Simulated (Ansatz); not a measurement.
**ZrC$_{4}$: density, localisation and related maps**

```cif
data_structure
_symmetry_space_group_name_H-M 'P 1'
_symmetry_Int_Tables_number 1
_cell_length_a 5.3906
_cell_length_b 5.3906
_cell_length_c 3.3721
_cell_angle_alpha 90.000
_cell_angle_beta 90.000
_cell_angle_gamma 90.000
_cell_volume 97.99
loop_
_atom_site_label
_atom_site_type_symbol
_atom_site_fract_x
_atom_site_fract_y
_atom_site_fract_z
_atom_site_occupancy
Zr1 Zr 0.50000 0.50000 0.50000 1
Zr2 Zr 0.00000 0.00000 0.00000 1
C1 C 0.39006 0.07839 0.50000 1
C2 C 0.89006 0.57839 0.00000 1
C3 C 0.42161 0.89006 0.00000 1
C4 C 0.92161 0.39006 0.50000 1
C5 C 0.07839 0.60994 0.50000 1
C6 C 0.57839 0.10994 0.00000 1
C7 C 0.60994 0.92161 0.50000 1
C8 C 0.10994 0.42161 0.00000 1
```

Space group I4/m; a structure generated by program, which may or may not match a known phase.

Method: DFT PBE, scalar-relativistic, plane waves, PAW (Ansatz).

In a PAW calculation such maps are meaningful between the atoms, not at the nuclei.

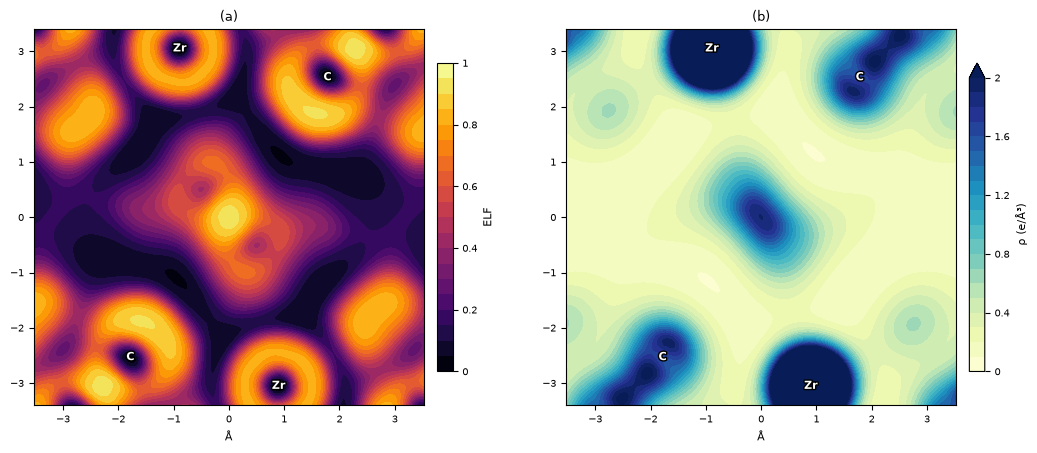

Figure 1. (a) ELF; (b) valence electron density on the (111) plane of the conventional cell.

**What does the map show?**

- The plane passes through Zr and C nuclei.
- Atoms just off the plane (C, 0.5 Å away) can leave unmarked features too.
- Between the atoms the lowest density in this plane is 0.1 e/Å³.
- The features right at Zr lie inside the PAW spheres, where the map follows smoothed inner orbitals and isn't to be read closely.

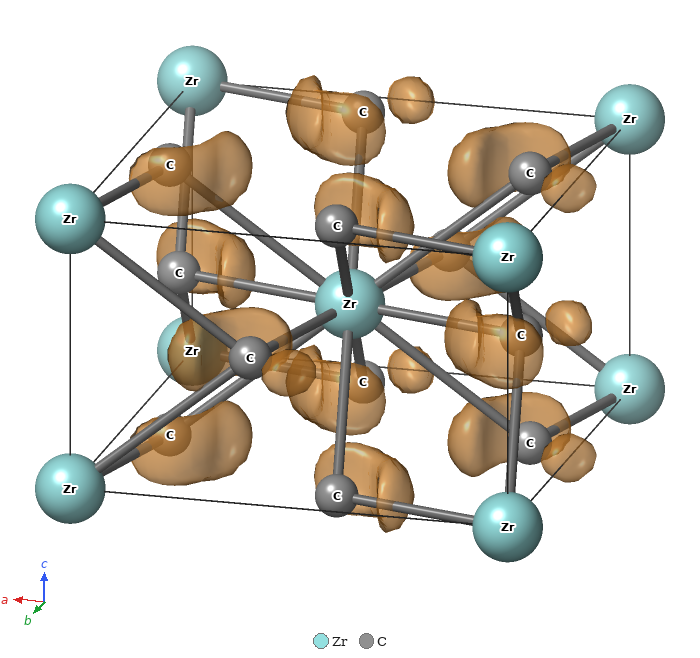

Figure 2. Isosurface of the electron localisation function at 0.85 (orange), seen at an oblique angle. Only the valence region is drawn (cores and ρ < 0.01 e/Å³ removed). Sticks mark near contacts.

**Identify the bonds, lone pairs and shells in this picture.**

The ELF exceeds this value in four regions between bonded C–C atoms and eight regions wrapped around C (the valence shell of each), counted in one cell of 10 atoms. Regions shared between cells count once.


C–C (1.46 Å): the ELF peaks at about 0.90 between the atoms. Zr–C (2.35 Å): the ELF peaks at about 0.90 in the valence shell of C, 0.7 Å from its nucleus, and is about 0.30 at the midpoint (no shared electron pair shows on this line).

**Metal or insulator at this level of theory?**

It is gapless in this calculation (a metal or semimetal).
